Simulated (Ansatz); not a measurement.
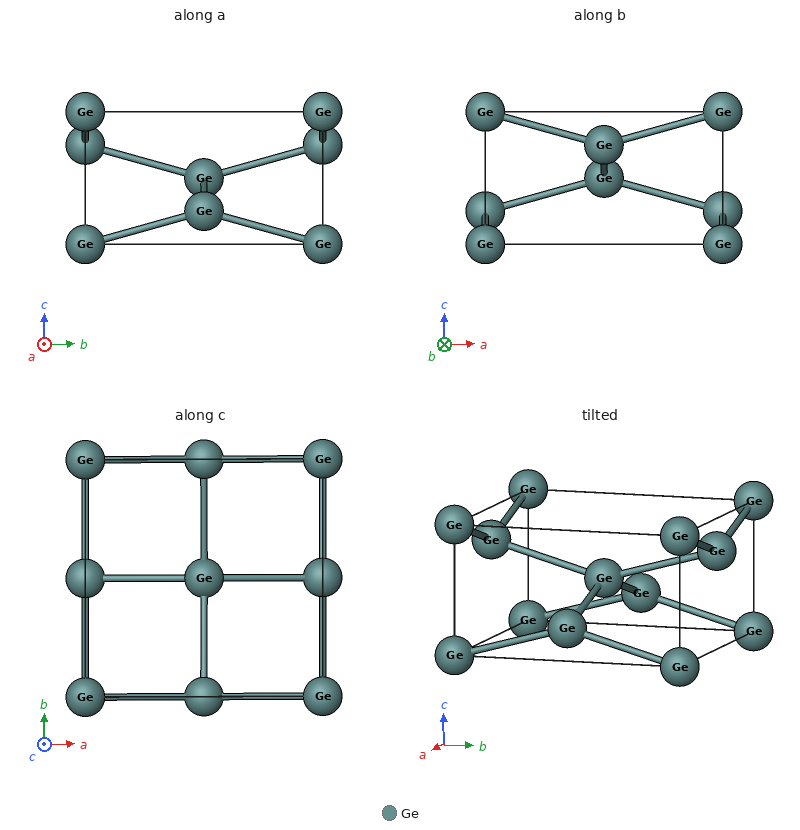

We look at a ball-and-stick model of the crystal along the a axis, along the b axis, along the c axis and slightly off an axis. The lines enclose the drawn cell (a repeat of the simulation cell); boundary atoms appear with their images.

Lattice parameters: a = 5.4145 Å, b = 5.4145 Å, c = 3.0228 Å, α = 89.948°, β = 89.948°, γ = 89.768°.

> Set out the cell and atoms as a CIF in P1 with every atom of the cell.

```cif
data_structure
_symmetry_space_group_name_H-M 'P 1'
_symmetry_Int_Tables_number 1
_cell_length_a 5.4145
_cell_length_b 5.4145
_cell_length_c 3.0228
_cell_angle_alpha 89.948
_cell_angle_beta 89.948
_cell_angle_gamma 89.768
_cell_volume 88.62
loop_
_atom_site_label
_atom_site_type_symbol
_atom_site_fract_x
_atom_site_fract_y
_atom_site_fract_z
_atom_site_occupancy
Ge1 Ge 0.0000 0.9996 0.0002 1
Ge2 Ge 0.4996 0.0000 0.7502 1
Ge3 Ge 0.5000 0.4996 0.5002 1
Ge4 Ge 0.9996 0.5000 0.2502 1
```

The structure was taken from a structure type filled with this element by a generator (whether the element takes this form wasn't checked). Earlier steps of the study may have refined or changed the cell and positions. It was the input of a calculation with Ansatz.
